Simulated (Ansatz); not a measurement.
# Al₆₄As₆₄: single-point calculation (part 1 of 2)

The run: single-point calculation of Al₆₄As₆₄ (F-43m, 128 atoms in the cell). Method and program: DFT, HSE06, PAW, plane waves (Ansatz 0.2.0).

The structure was built on a prototype by a generator.

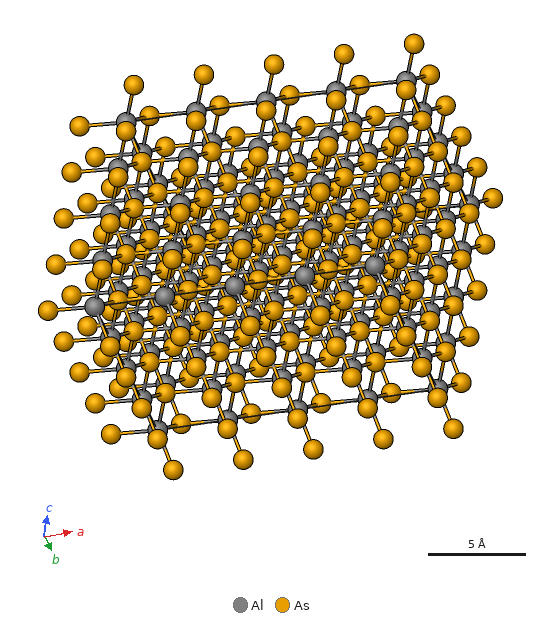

**Figure 1.** The structure (ball-and-stick view of the cell of the calculation, seen at an oblique angle; bonded neighbours outside the cell are drawn too).

Summary:

| quantity | value |
| --- | --- |
| outcome | converged |
| space group (tolerance 0.01 Å) | F-43m (216) |
| electrons treated | 1152 |
| free energy | −345358.7178 eV |
| Fermi energy | 6.912 eV |
| largest force (length of the vector) | under 0.001 eV/Å |
| hardware | 8 CPU threads, shared host |
| wall time | 2.9 min (CPU time 14 min) |
| peak memory | 11 GiB |

Input file:
```yaml
crystal:
  lattice:
    - [0.000000, 11.348197, 11.348197]
    - [11.348197, 0.000000, 11.348197]
    - [11.348197, 11.348197, 0.000000]
  atoms:
    - { symbol: Al, position: [0.000000, 0.000000, 0.000000] }
    - { symbol: Al, position: [0.500000, 0.000000, 0.000000] }
    - { symbol: Al, position: [0.000000, 0.500000, 0.000000] }
    - { symbol: Al, position: [0.000000, 0.000000, 0.500000] }
    - { symbol: Al, position: [0.250000, 0.250000, 0.250000] }
    - { symbol: Al, position: [0.500000, 0.500000, 0.000000] }
    - { symbol: Al, position: [0.500000, 0.000000, 0.500000] }
    - { symbol: Al, position: [0.750000, 0.250000, 0.250000] }
    - { symbol: Al, position: [0.000000, 0.500000, 0.500000] }
    - { symbol: Al, position: [0.250000, 0.750000, 0.250000] }
    - { symbol: Al, position: [0.250000, 0.250000, 0.750000] }
    - { symbol: Al, position: [0.500000, 0.500000, 0.500000] }
    - { symbol: Al, position: [0.750000, 0.750000, 0.250000] }
    - { symbol: Al, position: [0.750000, 0.250000, 0.750000] }
    - { symbol: Al, position: [0.250000, 0.750000, 0.750000] }
    - { symbol: Al, position: [0.750000, 0.750000, 0.750000] }
    - { symbol: Al, position: [0.000000, 0.000000, 0.250000] }
    - { symbol: Al, position: [0.250000, 0.250000, 0.000000] }
    - { symbol: Al, position: [0.500000, 0.000000, 0.250000] }
    - { symbol: Al, position: [0.750000, 0.250000, 0.000000] }
    - { symbol: Al, position: [0.000000, 0.500000, 0.250000] }
    - { symbol: Al, position: [0.250000, 0.750000, 0.000000] }
    - { symbol: Al, position: [0.000000, 0.000000, 0.750000] }
    - { symbol: Al, position: [0.250000, 0.250000, 0.500000] }
    - { symbol: Al, position: [0.500000, 0.500000, 0.250000] }
    - { symbol: Al, position: [0.750000, 0.750000, 0.000000] }
    - { symbol: Al, position: [0.500000, 0.000000, 0.750000] }
    - { symbol: Al, position: [0.750000, 0.250000, 0.500000] }
    - { symbol: Al, position: [0.000000, 0.500000, 0.750000] }
    - { symbol: Al, position: [0.250000, 0.750000, 0.500000] }
    - { symbol: Al, position: [0.500000, 0.500000, 0.750000] }
    - { symbol: Al, position: [0.750000, 0.750000, 0.500000] }
    - { symbol: Al, position: [0.000000, 0.250000, 0.000000] }
    - { symbol: Al, position: [0.250000, 0.000000, 0.250000] }
    - { symbol: Al, position: [0.500000, 0.250000, 0.000000] }
    - { symbol: Al, position: [0.750000, 0.000000, 0.250000] }
    - { symbol: Al, position: [0.000000, 0.750000, 0.000000] }
    - { symbol: Al, position: [0.000000, 0.250000, 0.500000] }
    - { symbol: Al, position: [0.250000, 0.500000, 0.250000] }
    - { symbol: Al, position: [0.500000, 0.750000, 0.000000] }
    - { symbol: Al, position: [0.250000, 0.000000, 0.750000] }
    - { symbol: Al, position: [0.500000, 0.250000, 0.500000] }
    - { symbol: Al, position: [0.750000, 0.500000, 0.250000] }
    - { symbol: Al, position: [0.750000, 0.000000, 0.750000] }
    - { symbol: Al, position: [0.000000, 0.750000, 0.500000] }
    - { symbol: Al, position: [0.250000, 0.500000, 0.750000] }
    - { symbol: Al, position: [0.500000, 0.750000, 0.500000] }
    - { symbol: Al, position: [0.750000, 0.500000, 0.750000] }
    - { symbol: Al, position: [0.250000, 0.000000, 0.000000] }
    - { symbol: Al, position: [0.750000, 0.000000, 0.000000] }
    - { symbol: Al, position: [0.000000, 0.250000, 0.250000] }
    - { symbol: Al, position: [0.250000, 0.500000, 0.000000] }
    - { symbol: Al, position: [0.250000, 0.000000, 0.500000] }
    - { symbol: Al, position: [0.500000, 0.250000, 0.250000] }
    - { symbol: Al, position: [0.750000, 0.500000, 0.000000] }
    - { symbol: Al, position: [0.750000, 0.000000, 0.500000] }
    - { symbol: Al, position: [0.000000, 0.750000, 0.250000] }
    - { symbol: Al, position: [0.000000, 0.250000, 0.750000] }
    - { symbol: Al, position: [0.250000, 0.500000, 0.500000] }
    - { symbol: Al, position: [0.500000, 0.750000, 0.250000] }
    - { symbol: Al, position: [0.500000, 0.250000, 0.750000] }
    - { symbol: Al, position: [0.750000, 0.500000, 0.500000] }
    - { symbol: Al, position: [0.000000, 0.750000, 0.750000] }
    - { symbol: Al, position: [0.500000, 0.750000, 0.750000] }
    - { symbol: As, position: [0.062500, 0.062500, 0.062500] }
    - { symbol: As, position: [0.562500, 0.062500, 0.062500] }
    - { symbol: As, position: [0.062500, 0.562500, 0.062500] }
    - { symbol: As, position: [0.062500, 0.062500, 0.562500] }
    - { symbol: As, position: [0.312500, 0.312500, 0.312500] }
    - { symbol: As, position: [0.562500, 0.562500, 0.062500] }
    - { symbol: As, position: [0.562500, 0.062500, 0.562500] }
    - { symbol: As, position: [0.812500, 0.312500, 0.312500] }
    - { symbol: As, position: [0.062500, 0.562500, 0.562500] }
    - { symbol: As, position: [0.312500, 0.812500, 0.312500] }
    - { symbol: As, position: [0.312500, 0.312500, 0.812500] }
    - { symbol: As, position: [0.562500, 0.562500, 0.562500] }
    - { symbol: As, position: [0.812500, 0.812500, 0.312500] }
    - { symbol: As, position: [0.812500, 0.312500, 0.812500] }
    - { symbol: As, position: [0.312500, 0.812500, 0.812500] }
    - { symbol: As, position: [0.812500, 0.812500, 0.812500] }
    - { symbol: As, position: [0.062500, 0.062500, 0.312500] }
    - { symbol: As, position: [0.312500, 0.312500, 0.062500] }
    - { symbol: As, position: [0.562500, 0.062500, 0.312500] }
    - { symbol: As, position: [0.812500, 0.312500, 0.062500] }
    - { symbol: As, position: [0.062500, 0.562500, 0.312500] }
    - { symbol: As, position: [0.312500, 0.812500, 0.062500] }
    - { symbol: As, position: [0.062500, 0.062500, 0.812500] }
    - { symbol: As, position: [0.312500, 0.312500, 0.562500] }
    - { symbol: As, position: [0.562500, 0.562500, 0.312500] }
    - { symbol: As, position: [0.812500, 0.812500, 0.062500] }
    - { symbol: As, position: [0.562500, 0.062500, 0.812500] }
    - { symbol: As, position: [0.812500, 0.312500, 0.562500] }
    - { symbol: As, position: [0.062500, 0.562500, 0.812500] }
    - { symbol: As, position: [0.312500, 0.812500, 0.562500] }
    - { symbol: As, position: [0.562500, 0.562500, 0.812500] }
    - { symbol: As, position: [0.812500, 0.812500, 0.562500] }
    - { symbol: As, position: [0.062500, 0.312500, 0.062500] }
    - { symbol: As, position: [0.312500, 0.062500, 0.312500] }
    - { symbol: As, position: [0.562500, 0.312500, 0.062500] }
    - { symbol: As, position: [0.812500, 0.062500, 0.312500] }
    - { symbol: As, position: [0.062500, 0.812500, 0.062500] }
    - { symbol: As, position: [0.062500, 0.312500, 0.562500] }
    - { symbol: As, position: [0.312500, 0.562500, 0.312500] }
    - { symbol: As, position: [0.562500, 0.812500, 0.062500] }
    - { symbol: As, position: [0.312500, 0.062500, 0.812500] }
    - { symbol: As, position: [0.562500, 0.312500, 0.562500] }
    - { symbol: As, position: [0.812500, 0.562500, 0.312500] }
    - { symbol: As, position: [0.812500, 0.062500, 0.812500] }
    - { symbol: As, position: [0.062500, 0.812500, 0.562500] }
    - { symbol: As, position: [0.312500, 0.562500, 0.812500] }
    - { symbol: As, position: [0.562500, 0.812500, 0.562500] }
    - { symbol: As, position: [0.812500, 0.562500, 0.812500] }
    - { symbol: As, position: [0.312500, 0.062500, 0.062500] }
    - { symbol: As, position: [0.812500, 0.062500, 0.062500] }
    - { symbol: As, position: [0.062500, 0.312500, 0.312500] }
    - { symbol: As, position: [0.312500, 0.562500, 0.062500] }
    - { symbol: As, position: [0.312500, 0.062500, 0.562500] }
    - { symbol: As, position: [0.562500, 0.312500, 0.312500] }
    - { symbol: As, position: [0.812500, 0.562500, 0.062500] }
    - { symbol: As, position: [0.812500, 0.062500, 0.562500] }
    - { symbol: As, position: [0.062500, 0.812500, 0.312500] }
    - { symbol: As, position: [0.062500, 0.312500, 0.812500] }
    - { symbol: As, position: [0.312500, 0.562500, 0.562500] }
    - { symbol: As, position: [0.562500, 0.812500, 0.312500] }
    - { symbol: As, position: [0.562500, 0.312500, 0.812500] }
    - { symbol: As, position: [0.812500, 0.562500, 0.562500] }
    - { symbol: As, position: [0.062500, 0.812500, 0.812500] }
    - { symbol: As, position: [0.562500, 0.812500, 0.812500] }
kpoints:
  mp_grid: { grid: [1, 1, 1] }
hamiltonian:
  xc: hse06
scf:
  occupations: { method: fermi_dirac, width: 0.01 }
output:
  forces: true
  eigenvalues: true
  populations: true
  eigenstates: { kpoints: [[0, 0, 0]], e_range: [-6.0, 6.0], localisation: true }
```

Log:
```
Pseudopotentials: kind: paw
Functional definition: HSE06
  parameter a = 0.25
  parameter omega = 0.11/bohr
  exchange = pbe_x - a*pbe_x_sr(omega) + a*exact_x_sr(omega)
  correlation = pbe_c
Crystal: 128 atoms, lattice volume = 2922.877 Å³
Basis set: ecut = 420 eV, 57001 PW (Γ), exchange–correlation on 216×216×216 points (8 copies of the dense FFT grid, shifted against one another)
Bands: 704, of which v1, the nominal top of the filled ones, is band 576 counted from 1 (575 counted from 0)
Symmetry: 1536 space group operations
Space group: F-43m (ITA 216), of the structure as read, at distance tolerance 1.4e-4 Å
k-points: 1
Non-local potential: Al, projectors of the file, l = 0: 2, l = 1: 2, l = 2: 1
Non-local potential: As, projectors of the file, l = 0: 2, l = 1: 2, l = 2: 3, l = 3: 1
PAW form: soft (Blöchl's): semilocal exchange-correlation on the pseudo side does not see the compensation charge
PAW frozen core: Al, regenerated for the run's functional, and the local potential with it (the file was generated under x = pbe(κ = 0.804, μ = 0.2195149727645171), c = pbe(β = 0.06672455060314922))
PAW frozen core: As, regenerated for the run's functional, and the local potential with it (the file was generated under x = pbe(κ = 0.804, μ = 0.2195149727645171), c = pbe(β = 0.06672455060314922))
PAW one-centre angular grid: Al, 110 points (default); XC on 64 Gauss nodes
PAW one-centre angular grid: As, 590 points (default); XC on 64 Gauss nodes
Initial density: superposition of atomic densities (neutral atoms: chi_scale 0, normalization atom), corrected by the library's trained network
Initial wavefunctions: pseudopotential atomic-orbital guess
Functional: x = pbe(κ = 0.804, μ = 0.2195149727645171), c = pbe(β = 0.06672455060314922), warm-up for x = pbe(κ = 0.804, μ = 0.2195149727645171) + 0.25 (exact − pbe) at short range (hse, ω = 0.20786987370883472 Å⁻¹), c = pbe(β = 0.06672455060314922); HSE06 as pw.x's `hse` composes it (authors' and Libxc's form: `xc: wpbeh`)
SCF iter   1: F=—  HF=-345247.325462 eV  |F-HF|=—  |Δ(HF+E_count)|=         —  Δρ=7.59e-4  dr2=9.89e-3  ethr=1.77e-3  ⟨swp⟩=15.0  Hψ=3130  notcnv=0
preconditioner: auto → none  [insulator: Δε(μ)=1.430 eV  Ē_g=8.401 eV  σ=0.010 eV  W_gap=1.00  n_scr=608 (ndim 8)  ℏωp=15.5 eV  f_vac=0.006  D(μ)=0.00/eV (n_scr^D=0)]
SCF iter   2: F=—  HF=-345247.345744 eV  |F-HF|=—  |Δ(HF+E_count)|=   2.03e-2  Δρ=3.14e-4  dr2=1.78e-3  ethr=8.59e-7  ⟨swp⟩=10.0  Hψ=2981  notcnv=0  defer=57
SCF iter   3: F=—  HF=-345247.347903 eV  |F-HF|=—  |Δ(HF+E_count)|=   2.16e-3  Δρ=1.37e-4  dr2=2.38e-4  ethr=1.54e-7  ⟨swp⟩=12.0  Hψ=1788  notcnv=0  defer=14
iter 4 solved again at ethr=5.95e-10 eV; its pass at ethr=2.07e-8 eV (dr2=6.86e-6 eV) is discarded
SCF iter   4: F=-345247.348549 eV  HF=-345247.348534 eV  |F-HF|=1.51e-5  |Δ(HF+E_count)|=   6.31e-4  Δρ=2.19e-5  dr2=7.21e-6  ethr=5.95e-10  ⟨swp⟩=6.0  Hψ=3553  notcnv=0  defer=4
SCF 1 stopped early in 4 iterations: F = -345247.348549 eV  dr2 = 7.21e-6
  greatest PAW one-centre occupation: 0.999 electrons in one spin orbital (limit 2), on the As atom at site 127 (counted from 0), in its partial waves of l = 2
Initial density: handed on by an earlier stage of this run
Initial wavefunctions: those handed on with the density
Functional: x = pbe(κ = 0.804, μ = 0.2195149727645171) + 0.25 (exact − pbe) at short range (hse, ω = 0.20786987370883472 Å⁻¹), c = pbe(β = 0.06672455060314922); HSE06 as pw.x's `hse` composes it (authors' and Libxc's form: `xc: wpbeh`)
Exchange kernel: α = 0.2500, screened, ω = 0.2079 Å⁻¹, Wigner–Seitz truncation, v(0) = 1027.3197 eV·Å³, q-mesh 1×1×1, nearest image of the exchange supercell L = 16.05 Å, pair-density grid 60×60×60, without the augmentation charges, whose exchange is taken in its separable form (sized by the pseudopotential files, 90×90×90 at the most), smooth part of the exchange summed in real space on grids 56×
Frozen-core exchange: fock
SCF iter   1: F=—  HF=-345358.931573 eV  |F-HF|=—  |Δ(HF+E_count)|=         —  Δρ=4.19e-3  dr2=3.28e-1  ethr=6.26e-9  ⟨swp⟩=18.0  Hψ=5071  notcnv=0
preconditioner: auto → none  [insulator: Δε(μ)=2.088 eV  Ē_g=9.656 eV  σ=0.010 eV  W_gap=1.00  n_scr=608 (ndim 8)  ℏωp=15.5 eV  f_vac=0.007  D(μ)=0.00/eV (n_scr^D=0)]
SCF iter   2: F=—  HF=-345358.444925 eV  |F-HF|=—  |Δ(HF+E_count)|=   4.87e-1  Δρ=2.00e-3  dr2=7.94e-2  ethr=6.26e-9  ⟨swp⟩=7.0  Hψ=3561  notcnv=0
SCF iter   3: F=—  HF=-345358.431666 eV  |F-HF|=—  |Δ(HF+E_count)|=   1.33e-2  Δρ=8.75e-4  dr2=2.65e-2  ethr=6.26e-9  ⟨swp⟩=5.0  Hψ=3006  notcnv=0
SCF iter   4: F=—  HF=-345358.705328 eV  |F-HF|=—  |Δ(HF+E_count)|=   2.74e-1  Δρ=5.02e-4  dr2=3.10e-3  ethr=6.26e-9  ⟨swp⟩=6.0  Hψ=3430  notcnv=0
SCF iter   5: F=—  HF=-345358.703340 eV  |F-HF|=—  |Δ(HF+E_count)|=   1.99e-3  Δρ=4.50e-5  dr2=5.14e-4  ethr=6.26e-9  ⟨swp⟩=4.0  Hψ=2429  notcnv=0
SCF iter   6: F=-345358.707821 eV  HF=-345358.707856 eV  |F-HF|=3.55e-5  |Δ(HF+E_count)|=   4.52e-3  Δρ=6.33e-5  dr2=8.62e-5  ethr=4.50e-9  ⟨swp⟩=5.0  Hψ=2739  notcnv=0
SCF 2 stopped early in 6 iterations: F = -345358.707821 eV  dr2 = 8.62e-5
hybrid outer 1: dexx = +3.255e-1 eV, tail = 1.34e-3 eV
SCF iter   1: F=—  HF=-345358.717768 eV  |F-HF|=—  |Δ(HF+E_count)|=         —  Δρ=3.69e-5  dr2=1.95e-5  ethr=5.84e-7  ⟨swp⟩=8.0  Hψ=1596  notcnv=0
preconditioner: auto → none  [insulator: Δε(μ)=2.101 eV  Ē_g=9.654 eV  σ=0.010 eV  W_gap=1.00  n_scr=608 (ndim 8)  ℏωp=15.5 eV  f_vac=0.009  D(μ)=0.00/eV (n_scr^D=0)]
SCF iter   2: F=—  HF=-345358.717774 eV  |F-HF|=—  |Δ(HF+E_count)|=   6.08e-6  Δρ=6.28e-6  dr2=2.88e-6  ethr=1.54e-9  ⟨swp⟩=5.0  Hψ=2419  notcnv=0
SCF iter   3: F=—  HF=-345358.717786 eV  |F-HF|=—  |Δ(HF+E_count)|=   1.22e-5  Δρ=5.29e-6  dr2=6.89e-7  ethr=8.96e-11  ⟨swp⟩=6.0  Hψ=2525  notcnv=0
SCF iter   4: F=-345358.717786 eV  HF=-345358.717786 eV  |F-HF|=7.87e-8  |Δ(HF+E_count)|=   1.32e-7  Δρ=9.55e-7  dr2=3.27e-8  ethr=4.72e-11  ⟨swp⟩=4.0  Hψ=1606  notcnv=0
SCF 3 converged in 4 iterations: F = -345358.717786 eV  dr2 = 3.27e-8
  Residual-converged pass: ⟨swp⟩=3.0  Hψ=1296  notcnv=0  max |occ|·‖R‖ = 6.1e-6 eV (tolerance 6.7e-6 eV)  dr2=3.36e-8  dr2_onsite=8.79e-8  max |Δocc| = 0.0e0
```

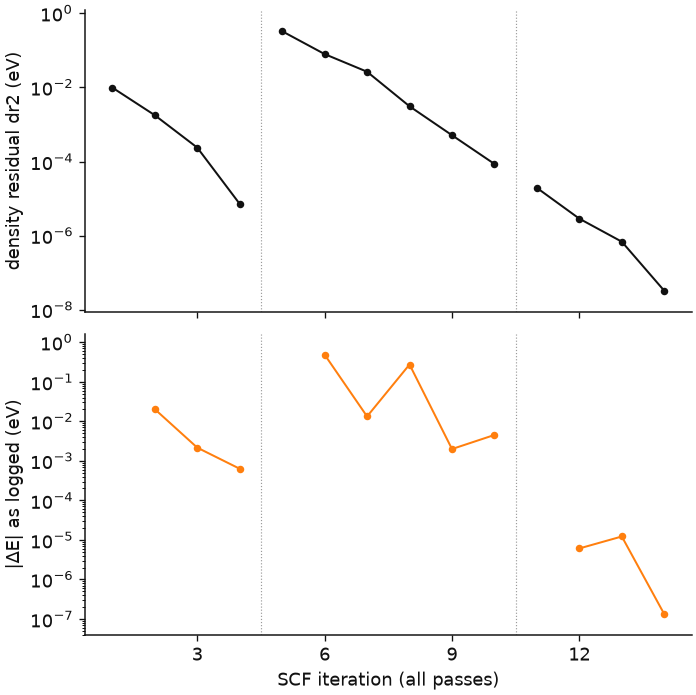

**Figure 2.** Convergence of the self-consistent field: density residual dr2 and size of the energy change against the SCF iteration. The run starts with a semilocal functional; after that each stretch between dotted lines is one SCF of the hybrid functional between two exact rebuilds of the exchange operator by the outer loop. Early passes are stopped at a loose threshold. The passes take 4, 6 and 4 iterations.
